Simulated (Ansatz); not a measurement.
The calculation's input:

```
crystal:
  lattice:
    - [-2.4217198476, 2.4217198476, 2.4217198476]
    - [2.4217198476, -2.4217198476, 2.4217198476]
    - [2.4217198476, 2.4217198476, -2.4217198476]
  atoms:
    - { symbol: C, position: [0.32530696, 0.0, 0.0] }
    - { symbol: C, position: [0.67469304, 0.67469304, 0.67469304] }
    - { symbol: C, position: [0.0, 0.32530696, 0.0] }
    - { symbol: C, position: [0.0, 0.0, 0.32530696] }
    - { symbol: C, position: [0.0, 0.67469304, 0.0] }
    - { symbol: C, position: [0.32530696, 0.32530696, 0.32530696] }
    - { symbol: C, position: [0.67469304, 0.0, 0.0] }
    - { symbol: C, position: [0.0, 0.0, 0.67469304] }
basis:
  ecutwfc: 420
kpoints:
  mp_grid: { grid: [8, 8, 8] }
hamiltonian:
  xc: pbesol
scf:
  occupations: { method: gaussian, width: 0.02 }
output:
  forces: true
  stress: true
  eigenvalues: true
  write_density: true
  write_potential: true
  elf: true
  volumetric_format: npy
relax:
  adjacent_minimum: "off"
  f_tol: 0.005
  max_steps: 80
  cell: { stress_tol: 0.05 }
```

Launched as:

```sh
ansatz run input.yaml --threads 2 --pin off --max-ram 5120MiB --backend cpu --events-out ev --progress --plain --runs-dir out
```

Below, planes, directions and counts refer to the conventional cell (a = 4.85 Å, b = 4.85 Å, c = 4.85 Å, α = 90.00°, β = 90.00°, γ = 90.00°).

The fields are those of the relaxed geometry.

Space group Im-3m; a structure from a database of computed crystals, not necessarily the ambient phase.

Theory: DFT PBEsol, scalar-relativistic, plane waves, PAW (Ansatz 0.2.0).

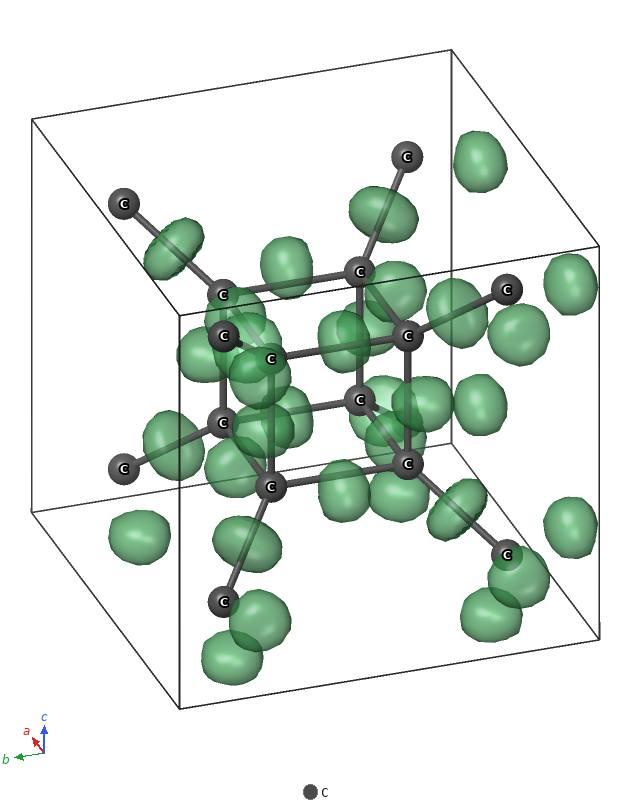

C. Isosurface of the electron localisation function at 0.85 (green), seen at an oblique angle. Core shells and regions of very low density are left out. Sticks mark near contacts.

### Where are the electrons localised?

The ELF exceeds this value in 32 regions between bonded C–C atoms (shared pairs), counted in one cell of 16 atoms. Any copies at cell faces, edges or corners count once. Along the contacts the grid gives the following. C–C (1.47 Å): the ELF peaks at about 0.95 between the atoms (a shared electron pair). C–C (1.58 Å): the ELF peaks at about 0.95 between the atoms (a covalent bond).
